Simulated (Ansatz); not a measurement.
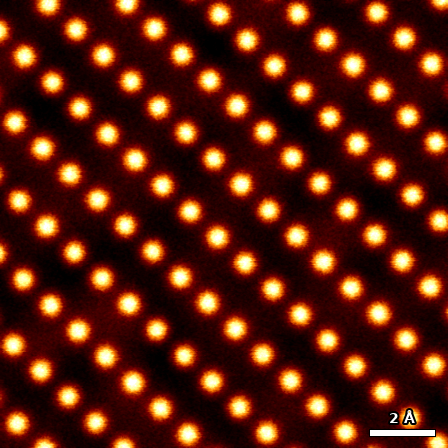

Z-contrast image of C (P6/mmm, No. 191) along [102]. Simulation: incoherent imaging, intensity Z^1.8 per atom, probe width 0.53 Å, thin sample. The probe carries 15 % of its weight in a tail 2.5 times as wide. Shot noise, a slight drift and the speckle of an amorphous layer were added. Structure used: the geometry relaxed with Ansatz 0.2.0, DFT, PBEsol, plane waves (420 eV) with PAW, scalar-relativistic; the starting structure was generated, so it need not be a known form of this composition.

Interpret the image.

Answer. The columns repeat on a rectangular net of 1.18 × 5.13 Å (plane group p2mm). All columns are alike (C). The shortest distance between visible columns is 1.18 Å in projection. Along the beam the structure repeats every 6.45 Å.
